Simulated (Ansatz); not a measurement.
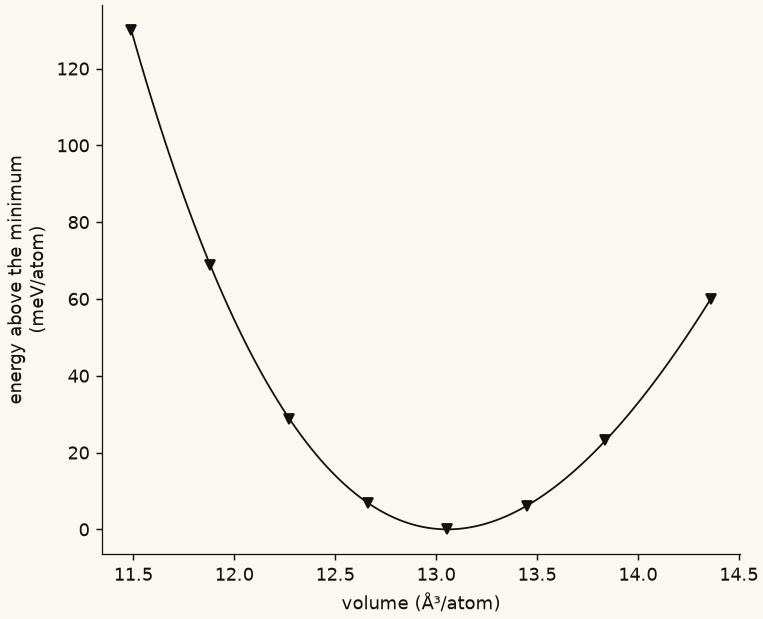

Plotted: energy above the minimum against volume for KNbO₃, space group Pm-3m (No. 221).

Starting cell:
```
K Nb O
1.0
     4.02650    0.00000    0.00000
     0.00000    4.02650    0.00000
     0.00000    0.00000    4.02650
K Nb O
1 1 3
Direct
  0.00000 0.00000 0.00000
  0.50000 0.50000 0.50000
  0.00000 0.50000 0.50000
  0.50000 0.00000 0.50000
  0.50000 0.50000 0.00000
```

Computed with Ansatz 0.2.0: third-order Birch-Murnaghan fit to density functional energies at scaled volumes of the given relaxed cell, shape and atoms relaxed at each volume; energies count from the fitted minimum; plane waves with PAW datasets, Γ-centred k mesh. Level: PBE, no spin polarisation.

- wave cutoff: 420 eV
- k mesh: 8×8×8
- occupations: Gaussian
- smearing width: 0.02 eV

From this curve and the settings, what does the calculation give for the pressure and gap on the k mesh at the same points?

The pressure falls from 29.87 GPa at volume 11.489 Å³/atom to −13.49 GPa at 14.362 Å³/atom, and changes sign near 13.06 Å³/atom. The gap on the k mesh stays open and runs from 1.782 eV at volume 11.489 Å³/atom to 1.334 eV at 14.362 Å³/atom.

```json
{"volume (Å³/atom)": "11.489", "pressure (GPa)": "29.87", "gap on the k mesh (eV)": "1.782"}
{"volume (Å³/atom)": "11.881", "pressure (GPa)": "20.45", "gap on the k mesh (eV)": "1.717"}
{"volume (Å³/atom)": "12.273", "pressure (GPa)": "12.48", "gap on the k mesh (eV)": "1.655"}
{"volume (Å³/atom)": "12.664", "pressure (GPa)": "5.72", "gap on the k mesh (eV)": "1.592"}
{"volume (Å³/atom)": "13.056", "pressure (GPa)": "-0.01", "gap on the k mesh (eV)": "1.531"}
{"volume (Å³/atom)": "13.448", "pressure (GPa)": "-4.87", "gap on the k mesh (eV)": "1.470"}
{"volume (Å³/atom)": "13.839", "pressure (GPa)": "-8.98", "gap on the k mesh (eV)": "1.411"}
{"volume (Å³/atom)": "14.362", "pressure (GPa)": "-13.49", "gap on the k mesh (eV)": "1.334"}
```
